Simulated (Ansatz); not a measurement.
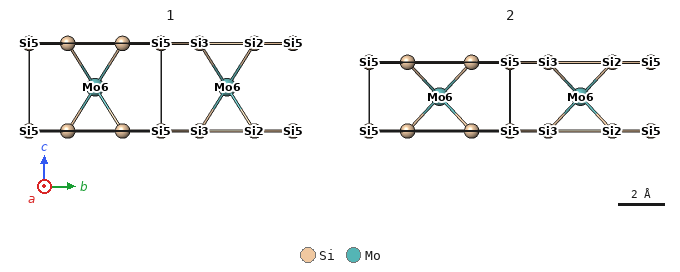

Two geometries of solid Si5Mo (a generated structure, set up in P4/mmm), drawn at one scale. One is the start of a relaxation, the other its converged end. A ball-and-stick model of the cell of the calculation, repeated 1 × 2 × 1 with one cell outlined, seen along the a axis.

The calculation used DFT PBE, scalar-relativistic, plane waves, PAW in Ansatz 0.2.0. Set-up: plane-wave cutoff 420 eV; k-point mesh 8 × 8 × 10; occupations gaussian; smearing width 0.1 eV; no spin polarisation; cell and atoms relaxed; force threshold 0.01 eV/Å; at most 80 steps.

Q: Which one is relaxed?

A: Structure 2 is the relaxed one. The largest moves relative to the cell, 0.17 Å, are those of Si atoms. Mo stays in place. The volume changes by −10.6 %, with a = b 5.771 → 6.160 Å (+6.7 %), c 3.832 → 3.005 Å (−21.6 %). Some distances before and after: Si–Si 3.832 → 3.005 Å, Mo–Mo 3.832 → 3.005 Å, Si–Si 2.398 → 2.803 Å, Mo–Si 2.558 → 2.487 Å. Among the angles between lasting bonds that change: Mo–Si–Mo 97.0° → 74.3°, Si–Si–Mo 131.5° → 142.8°. The space group stays P4/mmm (No. 123). After 8 accepted moves (9 points after the start) the energy has fallen by 0.761 eV per cell of the calculation. The largest force component goes from 0.02 to 0.0011 eV/Å. Pressure: −0.35 GPa at the start and 0.01 GPa at the end. The SCF was repeated once at an unchanged geometry on a basis and grid sized afresh for the cell, which shifted the energy by 2.3 meV per cell of the calculation at most. Cost: 2.7 min on 1 thread of Intel(R) Xeon(R) Processor @ 2.70GHz, on a shared host, peak memory 0.55 GiB.
